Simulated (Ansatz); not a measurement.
Ge (slab)

```
Ge
1.0
     4.01337    0.00000    0.00000
     0.00000    5.67576    0.00000
     0.00000    0.00000   25.02005
Ge
9
Direct
  0.50000 0.00000 0.33973
  0.00000 0.25000 0.33973
  0.00000 0.50000 0.41993
  0.50000 0.75000 0.41993
  0.50000 0.99740 0.50031
  0.00000 0.25324 0.50272
  0.00000 0.42461 0.59596
  0.50000 0.73594 0.57935
  0.00000 0.84679 0.64055
```

These are results of Ansatz 0.2.0, DFT PBEsol, scalar-relativistic, plane waves, PAW, not measurements.

Q: What will maps of the valence pseudo-density and electron localisation function show?

A: Ge–Ge (2.46 Å): ρ is about 0.47 e/Å³ halfway; the ELF peaks at about 0.70 between the atoms.
Ge–Ge (2.50 Å): the density is about 0.45 e/Å³ at the midpoint; the ELF peaks at about 0.70 between the atoms.

Q: Does the calculation give a band gap?

A: It is metallic or semimetallic at this level of theory: no gap opens.

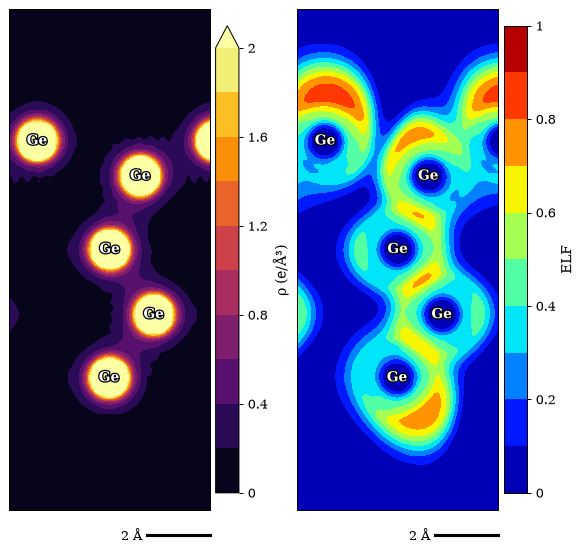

Computed valence pseudo-density and electron localisation function on the (100) plane of the calculation cell, a cut from vacuum to vacuum, in this order. 

Core electrons are frozen (PAW), and the valence fields are smoothed inside the atomic spheres.
